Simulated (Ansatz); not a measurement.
# TaC (Fm-3m): check of PAW against all-electron LAPW

The task is a check of PAW against all-electron LAPW, for TaC (Fm-3m).

The COD entry's cell or inner coordinates are ideal or old and differ from later refinements, so a difference from it is no clean test against experiment.

Computed with Ansatz 0.2.0, driven from Python. The levels of theory stand in the script.

## 1. The system

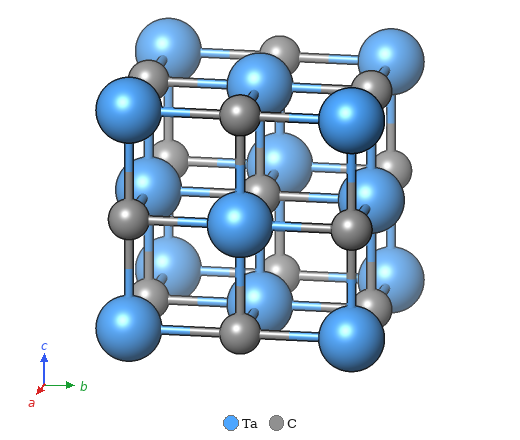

The structure that the script starts from, seen slightly off an axis (tantalum blue, carbon grey). The cell is the conventional one. Atoms on cell faces are repeated.

No structure file is read: the coordinates are typed or built in the script.

## 2. The script

paw_lapw_tac.py reads:

```python
"""Checking the PAW result for TaC with LAPW."""

import ansatz as az
import numpy as np
from tabulate import tabulate


def count_gap(report):
    # lowest empty less highest filled band, counting bands; zero where they overlap
    return max(report.get("gap_by_band_count_ev") or 0.0, 0.0)


def main() -> None:
    xtal = (
        az.Lattice.fcc(4.446)
        .space_group(225)
        .atom("Ta", (0.0, 0.0, 0.0))
        .atom("C", (0.5, 0.0, 0.0))
        .primitive()
    )

    calculation = (
        xtal.calculation()
        .functional("pbesol")
        .kpoints(spacing=0.29)
        .occupations("gaussian", width=0.15)
        .stress()
        .forces()
        .band_table()
    )
    variants = {
        "PAW": calculation.pseudopotentials("paw"),
        "LAPW": calculation.pseudopotentials("all_electron", lapw=True),
    }
    # totals differ by the cores that each treatment holds, so compare what does not depend on them
    rows = []
    for label, variant in variants.items():
        r = variant.run(threads=1).report
        levels = np.array(r["eigenvalues_ev"][0]) - r["fermi_energy_ev"]
        print(label, "levels at the first k-point near E_F:", np.round(levels[np.abs(levels) < 5], 3))
        rows.append((label, r["n_electrons"], np.trace(r["stress_gpa"]) / 3, count_gap(r)))
    print(tabulate(rows, headers=["treatment", "electrons in bands", "P GPa", "gap by band count eV"], floatfmt=".4f", tablefmt="plain"))


if __name__ == "__main__":
    main()
```

## 3. The input behind the calls

The engine receives this input (first run):

```yaml
crystal:
  lattice:
    bravais: fcc
    a: 4.446
  space_group: 225
  atoms:
    - { symbol: Ta, position: [0.0, 0.0, 0.0] }
    - { symbol: C, position: [0.5, 0.0, 0.0] }
  reduce_to_primitive: true
kpoints:
  mp_grid:
    kspacing: 0.29
hamiltonian:
  xc: pbesol
  pseudopotentials:
    kind: paw
scf:
  occupations:
    method: gaussian
    width: 0.15
output:
  forces: true
  stress: true
  eigenvalues: true
```

## 4. The run

Command:

```
python paw_lapw_tac.py
```

Standard output:

```text
DeckWarning: basis.ecutwfc = 420 eV, auto-derived from the records' recommended cutoffs: set by Ta (normal level)
PAW levels at the first k-point near E_F: [-1.326 -1.326 -1.326 -0.398 -0.398 -0.398  0.695  0.695]
LAPW levels at the first k-point near E_F: [-1.328 -1.328 -1.328 -0.393 -0.393 -0.393  0.688  0.688]
treatment      electrons in bands    P GPa    gap by band count eV
PAW                       17.0000  -1.2367                  0.0000
LAPW                      49.0000  -1.3920                  0.0000
```

(Warnings from the package without file and line.)

Run time: 14 s. Hardware: 1 thread of Arm Neoverse V1, shared host; peak memory 0.49 GiB.

## 5. What changed from run to run

The engine's inputs for the other runs:

Run 2, against run 1:

```diff
@@ -16 +16,2 @@
-    kind: paw
+    kind: all_electron
+    lapw: {}
```

## 6. Run by run

One row for each of the 2 runs:

```tsv
run	potentials	energy (eV/atom)	pressure (GPa)	SCF cycles	CPU time (s)
1	paw	-5027.2691	-1.24	6	0.85
2	all_electron	-212738.6700	-1.39	8	11
```

Energies are free energies F = E - TS of the smeared occupations. Totals under unlike functionals or potentials can't be compared directly.

## 7. Summary of results

| quantity | value |
| --- | --- |
| runs compared | 2 |
| difference in pressure | 0.16 GPa |

In words: PAW gives -1.237 GPa and LAPW -1.392 GPa, 0.16 GPa apart. They took 0.8 and 11.4 s of processor time. Notes:
- The computed bands are complete only to about 0.7 eV above the Fermi level.
- Of the deposited cell: the entry's cell lengths or inner coordinates differ somewhat from later room-temperature determinations.
- Pressure is positive in compression; the treatments may keep other shells as core, so totals and counts of electrons can differ. Spin-orbit coupling is left out, though heavy elements are present.
